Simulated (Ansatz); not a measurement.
Consider Pt₁₀Se₁₇ (cell with a defect).

```xyz
27
Lattice="-5.6273 -3.2489 6.5013 5.6273 -3.2489 6.5013 0.0000 6.4979 6.5013" Properties=species:S:1:pos:R:3 pbc="T T T"
Pt   -1.8735   -3.2448    6.5045
Pt    1.8711   -3.2420   13.0161
Pt    1.8737   -3.2437    6.5047
Pt    0.0009   -6.4909   13.0040
Pt   -0.0010    0.0004    6.5052
Pt   -0.0014   -0.0014   13.0184
Pt    3.7483    0.0021   13.0040
Pt    3.7561    0.0061    6.5177
Pt   -3.7498    0.0013   13.0051
Pt   -0.0013   -2.1612   11.5970
Se   -1.8706    1.0696   11.6915
Se   -1.8925    1.0885    5.1898
Se    1.8927    1.0883    5.1913
Se    1.8680    1.0700   11.6919
Se   -3.7616   -2.1483    5.1886
Se    0.0001   -2.1633    5.1926
Se    0.0003    4.3352    5.1927
Se    3.7638   -2.1478    5.1900
Se   -1.8738   -1.0827    7.8181
Se    1.8647   -1.0854   14.3062
Se    1.8710   -1.0825    7.8192
Se   -0.0001   -4.3153   14.3060
Se   -0.0012    2.1687    7.8093
Se    0.0009    2.1748   14.3209
Se    3.7519    2.1699   14.3097
Se   -1.8659   -1.0851   14.3079
Se   -3.7516    2.1692   14.3096
```

Computed with DFT PBE, scalar-relativistic, plane waves, PAW (Ansatz 0.2.0).

### What can the converged valence pseudo-density and electron localisation function tell about the bonding?

Pt–Se (2.53 Å): ρ is about 0.56 e/Å³ halfway; the ELF is about 0.50 at the midpoint.

### Does the calculation make it a metal, or give it a gap?

It is gapped, with a Kohn–Sham gap of 1.1 eV on the k-point mesh (the band edges may lie off the mesh, which would make the gap smaller).

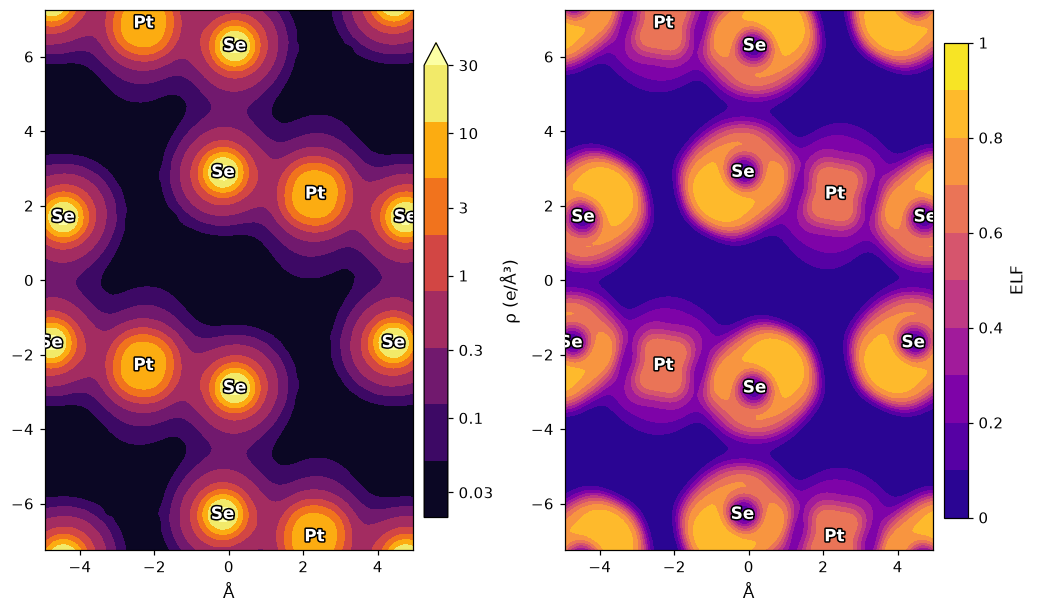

Computed valence pseudo-density and electron localisation function on the (101̄) plane of the calculation cell, in this order. 

Core electrons are frozen (PAW), and the valence fields are smoothed inside the atomic spheres.
